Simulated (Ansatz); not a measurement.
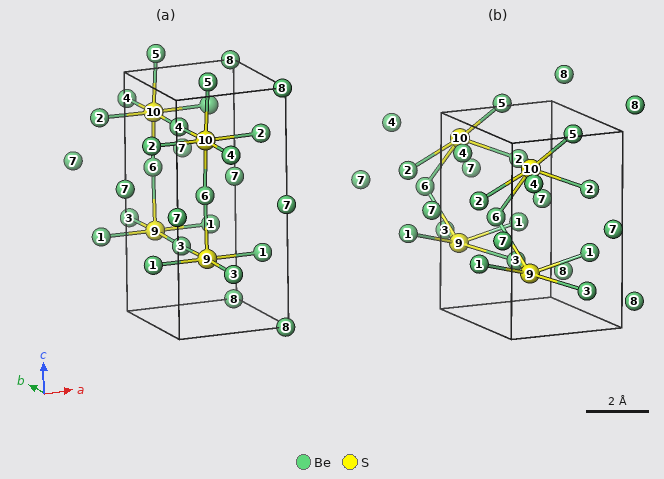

The structure of crystalline Be$_{4}$S (a generated structure, set up in P1) (coarse preliminary run) before (left) and after (right) a relaxation, at one scale.

Style: ball-and-stick. Shown: the cell of the calculation, repeated 1 × 2 × 1 with one cell outlined, from a free direction.

These are results of DFT PBE, scalar-relativistic, plane waves, PAW in Ansatz, not measurements.

Input
```yaml
crystal:
  lattice:
    - [3.9533068976, 0.0152069422, -0.028993673]
    - [0.0152069422, 4.0363474761, 0.0056600764]
    - [-0.057987346, 0.0113201527, 8.0852602481]
  atoms:
    - { symbol: Be, position: [0.0032003399, 0.4908240093, 0.2519742737] }
    - { symbol: Be, position: [0.0042011971, 0.4941674406, 0.7498726716] }
    - { symbol: Be, position: [0.5014445831, 0.9973853364, 0.2451782314] }
    - { symbol: Be, position: [0.4939744381, 0.998283233, 0.7442451006] }
    - { symbol: Be, position: [0.5189735934, 0.4775681587, -0.0072897929] }
    - { symbol: Be, position: [0.4992456124, 0.5231122365, 0.5129558062] }
    - { symbol: Be, position: [-0.0017382766, 0.0044356069, 0.5095516046] }
    - { symbol: Be, position: [-0.0162508969, 0.022453101, -0.0043199152] }
    - { symbol: S, position: [0.4993408645, 0.496911701, 0.2509385854] }
    - { symbol: S, position: [0.497608545, 0.4948591766, 0.7468934345] }
basis:
  ecutwfc: 420
kpoints:
  mp_grid: { grid: [6, 6, 4] }
hamiltonian:
  xc: pbe
scf:
  occupations: { method: gaussian, width: 0.2 }
  lower_state_search: "off"
output:
  forces: true
  stress: true
  eigenvalues: true
relax:
  adjacent_minimum: "off"
  f_tol: 0.025
  max_steps: 60
  cell: { stress_tol: 0.25 }
```

Run as
```bash
ansatz run input.yaml --threads 1 --pin off --max-ram 2048MiB --backend cpu --events-out ev --progress --plain --runs-dir out
```

Question: What changed between the two?

Answer: The run was cut off at its time limit before the relaxation converged, so the last structure is only a point on the way. After 12 geometry steps the energy has fallen by 682 meV per atom. The largest force component goes from 1.7 to 0.49 eV/Å. The pressure goes from 0.49 to −0.75 GPa. The largest move relative to the cell is that of Be5, 1.45 Å roughly along [2 −3 0]. By element the largest moves are Be 1.45 Å, S 0.28 Å. Cell: a 3.953 → 3.851 Å (−2.6 %), b 4.036 → 4.753 Å (+17.8 %), c 8.085 → 6.648 Å (−17.8 %), α 89.8° → 91.2°, β 90.8° → 89.3°, γ 89.6° → 99.0°. Volume −6.9 %. Among the contacts that change: Be8–S9 3.470 → 2.231 Å, Be4–S10 2.032 → 2.903 Å, Be3–S9 2.017 → 2.833 Å, Be5–S10 1.989 → 2.296 Å. New bonds form: Be8–S9 (3.47 → 2.23 Å). Bonds break: Be4–S10 (2.03 → 2.90 Å). Bond angles that change, for instance: S9–Be5–S10 173.9° → 85.9°, S9–Be6–S10 173.7° → 106.4°, Be1–S9–Be1 178.5° → 127.7°. The space group stays P1 (No. 1).
